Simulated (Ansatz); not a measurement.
Geometry relaxation, with input and output: HfN (part 2 of 2)

Continued. System: HfN (2 atoms in the cell). Method: DFT, PBE, PAW with Ansatz's default frozen-core files, scalar-relativistic, no spin polarisation (Ansatz 0.2.0); cutoff 420 eV, 16×16×14 k-mesh, Fermi–Dirac smearing of 0.1 eV. Its volume is 0.64 times that of the source entry. It belongs to a series of runs on one base structure; here: shape and atoms relaxed at 0.64 of the volume.

Geometry of the input (Å; fractional positions):
```
2.6726  0.0000  0.0000
-1.3363  2.3146  0.0000
0.0000  0.0000  2.5086
Hf 0.0000  0.0000  0.0000
N  0.3333  0.6667  0.5000
```

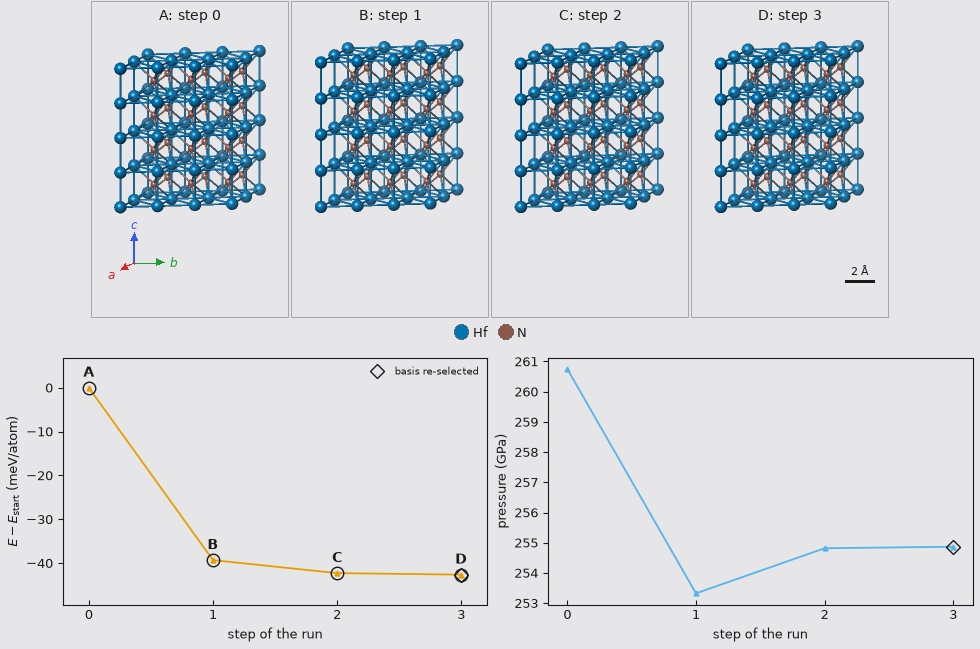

**Figure 1.** Frames of the relaxation (ball-and-stick view of the cell of the calculation, repeated 2 × 3 × 4, seen slightly off an axis) above the curves, on which the letters mark them (the first geometry is step 0 here and step 1 in the log).

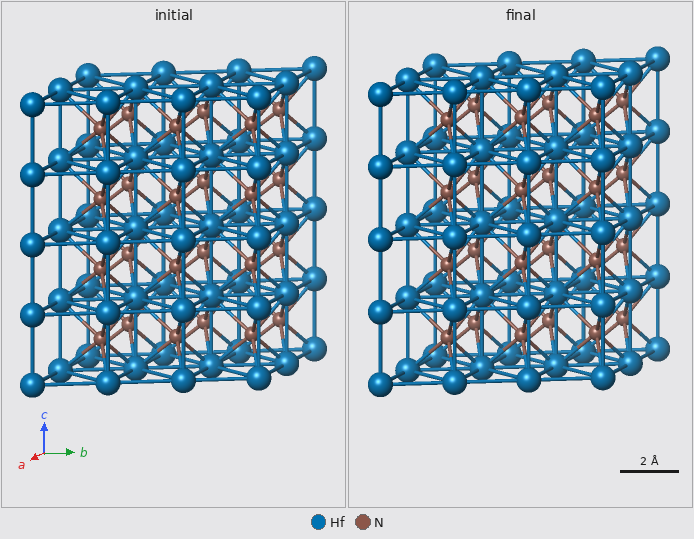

**Figure 2.** Before (left) and after (right) the relaxation, at one scale (ball-and-stick view of the cell of the calculation, repeated 2 × 3 × 4, seen slightly off an axis). No atom moves by more than 0.005 Å relative to the cell. The drawn cell changes at constant volume: a = b 2.673 → 2.627 Å (−1.7 %), c 2.509 → 2.596 Å (+3.5 %). Distances before and after: Hf1–Hf1 2.509 → 2.596 Å, Hf1–N2 1.989 → 1.996 Å. Among the angles that change: Hf1–N2–Hf1 78.2° → 81.1°, Hf1–N2–Hf1 84.4° → 82.3°. The space group stays P-6m2 (No. 187). The energy falls by 42.3 meV per atom in 2 geometry steps. All forces vanish by symmetry, so only the cell relaxes. The pressure goes from 260.75 to 254.87 GPa. A last SCF at the same geometry on a re-selected plane-wave basis shifts the energy by −0.4 meV per atom. (Atoms are counted from 1 in the order of the input.)

```
basis re-selected at this cell: Δ(F+E_penalty+E_count) = -7.042e-4 eV, ΔP = +0.050 GPa vs the last step (what re-selecting the basis moved, of the pressure what is left beyond the Pulay correction that the steps carried, after the strain that the cell walked since its last selection, with what the two solves' SCF thresholds leave and, on support functions, any second-order correction that the steps lacked; it is no measure of the basis error at this ecutwfc). This SCF's stress stands 8.15e-2 GPa from its target on what of the cell is left free (relax.cell.stress_tol is 2.90e-1 GPa) and its largest allowed force component is 1.67e-16 eV/Å (relax.f_tol is 5.00e-3 eV/Å): within both
SCF converged after 6 iterations
Free energy (F): -16103.163644 eV
Harris-Foulkes:  -16103.163644 eV  (|F-HF|=1.82e-12)
Internal energy: -16103.138348 eV  (E = F + TS)
E sigma→0 (E₀):  -16103.150996 eV
Entropy (-TS):   -0.025296 eV (-12.648 meV/atom)
Fermi energy:    34.269636 eV
--- Per-component energies (eV) ---
  E_band       = 545.048470
  E_kinetic    = 602.079882
  E_local      = -3627.203959  (includes V_loc(G=0)·N_el)
  E_nonlocal   = -1191.012568
  E_hartree    = 1871.230628
  E_xc         = -374.404313
  E_vxc        = -361.666764  (∫ρ·V_xc dr)
  E_paw        = -7066.500391  (= ΣΔE_a)
  E_vpaw       = 1380.390476  (= ΣTr[D̂ρ^β])
  E_aug_tail   = 0.000107  (compensation charges beyond the density's cutoff)
  E_ewald      = -6317.327735
  E_smearing   = -0.025296  (= −TS)
  E_closure    = -0.000000  (closes the sum)
  Σ components = -16103.163644   (vs F -16103.163644, Δ=0.00e0)
--- Forces (eV/Å), atoms counted from 1 ---
  atom   1  Hf     0.00000000    -0.00000000    -0.00000000
  atom   2  N      0.00000000    -0.00000000    -0.00000000
  max |Σ_I F_I| component: 5.55e-16 eV/Å
--- Stress (GPa, compression-positive) ---
      254.827329       0.000000      -0.000000
        0.000000     254.827329       0.000000
       -0.000000       0.000000     254.949516
  P = ⅓ Tr σ = 254.8681 GPa (2548.681 kbar)
--- Band table (eV; the first three rows and the last of 240) ---
  k-point 0: bands = ["-27.0102", "5.0527", "5.4874", "5.4874", "15.5808", "23.4099", "23.7351", "23.7351", "23.7438", "23.7438", "23.7548", "23.8795", "29.5458", "29.5458", "30.0163", "32.8474", "40.3248", "41.4366", "41.4366", "43.3118"]
  k-point 1: bands = ["-26.9968", "4.8249", "5.5031", "5.5031", "15.8501", "23.4105", "23.7074", "23.7074", "23.7364", "23.7664", "23.7664", "23.8795", "29.6180", "29.6180", "29.8939", "33.0123", "40.4526", "40.6113", "40.6113", "43.7756"]
  k-point 2: bands = ["-26.9592", "4.2366", "5.5472", "5.5472", "16.5666", "23.4091", "23.6642", "23.6642", "23.6927", "23.7968", "23.7968", "23.8798", "29.4180", "29.8225", "29.8225", "33.6481", "39.2353", "39.2353", "40.8257", "44.0236"]
  k-point 239: bands = ["-26.2332", "3.0324", "3.1426", "3.6088", "17.2087", "23.5209", "23.5342", "23.7746", "23.7756", "23.8549", "23.8688", "23.9736", "24.3782", "28.5935", "32.3956", "36.1754", "44.5986", "44.7352", "46.7524", "46.7657"]
--- Relaxed structure (3 steps of the walk, 3 accepted, 1 SCFs on fresh bases) ---
  F+E_penalty+E_count = -16103.16364350 eV   max|allowed force component| = 1.665e-16 eV/Å   (the final SCF, on the basis selected at the relaxed cell)
  cell:  # Å, volume = 15.5182 Å³
    - [2.6272462068337243, 2.8377444136190885e-11, 0.0]
    - [-1.3136231034414378, 2.275261957100122, 0.0]
    - [0.0, 0.0, 2.5960348059359846]
  atoms:
    - { symbol: Hf, position: [0.0, -3.700743415524894e-17, 0.0] }
    - { symbol: N, position: [0.3333333333333334, 0.6666666666666667, 0.5000000000000001] }
```

**File rho_z.tsv**
```
# z_ang	rho[e/angstrom^3]
# format = ansatz-planar-average/11
# lattice	2.627246207	0.000000000	0.000000000
# lattice	-1.313623103	2.275261957	0.000000000
# lattice	0.000000000	0.000000000	2.596034806
# sites	2
# site	72	0.000000000	-0.000000000	0.000000000
# site	7	-0.000000000	1.516841305	1.298017403
0.000000	4.594666e0
0.144224	4.227915e0
0.288448	3.313427e0
0.432672	2.268618e0
0.576897	1.458513e0
0.721121	1.022203e0
0.865345	9.012804e-1
1.009569	9.466462e-1
1.153793	1.018862e0
1.298017	1.048072e0
1.442242	1.018862e0
1.586466	9.466462e-1
1.730690	9.012804e-1
1.874914	1.022203e0
2.019138	1.458513e0
2.163362	2.268618e0
2.307586	3.313427e0
2.451811	4.227915e0
```

**Trajectory as extended XYZ (Å, eV, eV/Å), 4 frames, from step=1 to step=4**
```
2
Lattice="2.6726 0.0000 0.0000 -1.3363 2.3146 0.0000 0.0000 0.0000 2.5086" Properties=species:S:1:pos:R:3:forces:R:3 step=1 energy=-16103.07839 pressure_GPa=260.75
Hf    0.0000    0.0000    0.0000    0.0000   0.0000   0.0000
N     0.0000    1.5430    1.2543    0.0000   0.0000   0.0000
2
Lattice="2.6158 0.0000 0.0000 -1.3079 2.2653 0.0000 0.0000 0.0000 2.6189" Properties=species:S:1:pos:R:3:forces:R:3 step=2 energy=-16103.15701 pressure_GPa=253.32
Hf    0.0000    0.0000    0.0000    0.0000   0.0000   0.0000
N     0.0000    1.5102    1.3094    0.0000   0.0000   0.0000
2
Lattice="2.6272 0.0000 0.0000 -1.3136 2.2753 0.0000 0.0000 0.0000 2.5960" Properties=species:S:1:pos:R:3:forces:R:3 step=3 energy=-16103.16294 pressure_GPa=254.82
Hf    0.0000    0.0000    0.0000    0.0000   0.0000   0.0000
N     0.0000    1.5168    1.2980    0.0000   0.0000   0.0000
2
Lattice="2.6272 0.0000 0.0000 -1.3136 2.2753 0.0000 0.0000 0.0000 2.5960" Properties=species:S:1:pos:R:3:forces:R:3 step=4 energy=-16103.16364 pressure_GPa=254.87
Hf    0.0000    0.0000    0.0000    0.0000   0.0000   0.0000
N     0.0000    1.5168    1.2980    0.0000   0.0000   0.0000
```

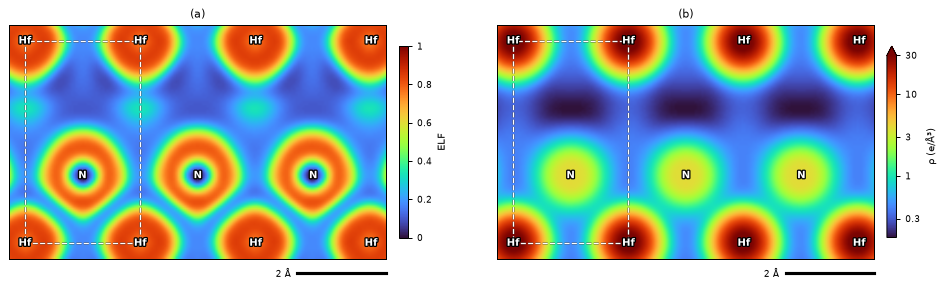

**Figure 3.** (a) ELF; (b) valence pseudo-density on the (110) plane of the conventional cell. Atoms in the plane: Hf and N. Hf–N (2.00 Å): the density is about 1 e/Å³ at the midpoint; the ELF peaks at about 0.80 in the valence shell of N, 0.6 Å from its nucleus, and drops to about 0.20 between the two atoms (a polar contact without a shared pair, in a metal). Hf–Hf (2.60 Å): the density is about 0.44 e/Å³ at the midpoint; the ELF is about 0.15 at the midpoint; no localised pair between them. Away from the nuclei the density in this plane falls to 0.18 e/Å³ at its lowest. The strong features right at Hf lie inside the PAW spheres (semicore, d or f shells) and say nothing about bonding. In a PAW calculation such maps are meaningful between the atoms, not at the nuclei.
